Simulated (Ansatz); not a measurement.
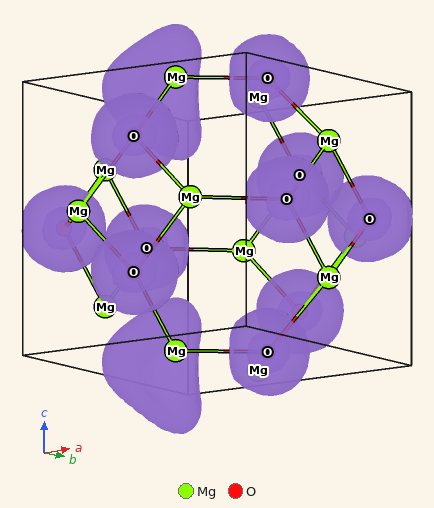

Mg6O5 (distorted or defective cell). Isosurface of the electron localisation function at 0.75 (purple), seen at an oblique angle. Only the valence region is drawn (cores and ρ < 0.01 e/Å³ removed). Sticks mark near contacts.

Changed on purpose from its base cell (O vacancy; atom 9 moved 0.000 of the way to it and -0.175 A across, host rigid); not relaxed (largest force 1.7 eV/Å); PAW files of the earlier set (soft_1).

Theory: DFT PBEsol, scalar-relativistic, plane waves, PAW in Ansatz.

In a PAW calculation such maps are meaningful between the atoms, not at the nuclei.

```cif
data_structure
_symmetry_space_group_name_H-M 'P 1'
_symmetry_Int_Tables_number 1
_cell_length_a 5.5909
_cell_length_b 5.5909
_cell_length_c 5.5909
_cell_angle_alpha 90.000
_cell_angle_beta 90.000
_cell_angle_gamma 90.000
_cell_volume 174.76
loop_
_atom_site_label
_atom_site_type_symbol
_atom_site_fract_x
_atom_site_fract_y
_atom_site_fract_z
_atom_site_occupancy
Mg1 Mg 0.25000 0.00000 0.50000 1
Mg2 Mg 0.00000 0.50000 0.25000 1
Mg3 Mg 0.50000 0.75000 0.00000 1
Mg4 Mg 0.75000 0.00000 0.50000 1
Mg5 Mg 0.00000 0.50000 0.75000 1
Mg6 Mg 0.50000 0.25000 0.00000 1
O1 O 0.50000 0.00000 0.25000 1
O2 O 0.00000 0.75000 0.50000 1
O3 O 0.75000 0.46870 0.00000 1
O4 O 0.50000 0.00000 0.75000 1
O5 O 0.00000 0.25000 0.50000 1
```

Question: Describe the localisation domains.

Answer: At this value the surface marks out five regions wrapped around O (the valence shell of each) and one pocket between the atoms, centred on no nucleus (multi-centre or interstitial), counted in one cell of 11 atoms. Regions shared between cells count once.

Values along the shortest contacts:
Mg–O (1.86 Å): the ELF peaks at about 0.85 in the valence shell of O, 0.6 Å from its nucleus, and is about 0.35 at the midpoint (an ionic contact with no shared pair). Mg–O (1.98 Å): the ELF peaks at about 0.85 in the valence shell of O, 0.7 Å from its nucleus, and is about 0.35 at the midpoint (an ionic contact with no shared pair).

Question: Does the calculation give a band gap?

Answer: It is gapped, with a Kohn–Sham gap of 1.1 eV on the k-point mesh (the band edges may lie off the mesh, which would make the gap smaller).
